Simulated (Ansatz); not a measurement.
Cell and atoms:

```
CELL_PARAMETERS angstrom
3.36394 0.00000 0.00000
-1.68197 2.91325 0.00000
0.00000 0.00000 5.66278
ATOMIC_POSITIONS crystal
Sn 0.66667 0.33333 0.75000
Sn 0.33333 0.66667 0.25000
```

What crystal do these data define?

The element is tin. Its lattice is primitive hexagonal, its space group P6_3/mmc (No. 194). The prototype is hexagonal close-packed (Mg type). The cell holds two atoms.

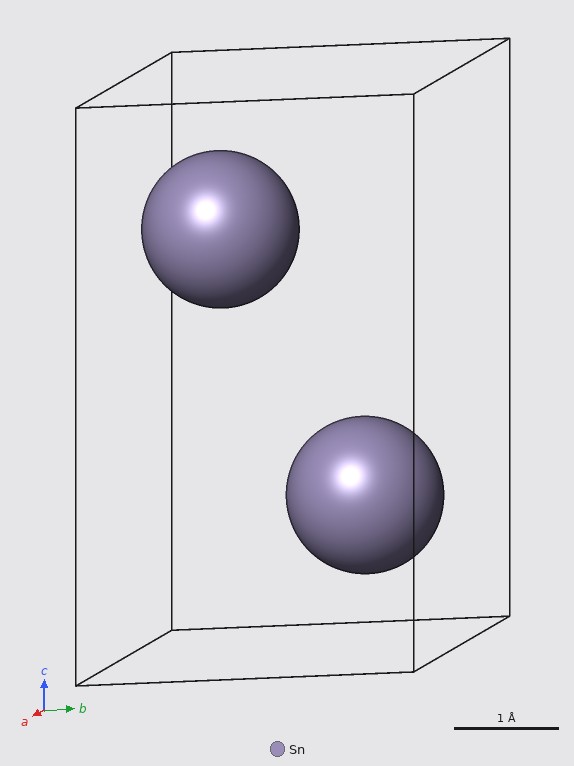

This spheres-only model is shown slightly off an axis. The wireframe shows the conventional unit cell.

The cell started as a structure listed in the Materials Project, with elements exchanged, so it need not be a known form of the compound. Relaxation method: Ansatz 0.2.0, DFT PBE, scalar-relativistic, plane waves, PAW.
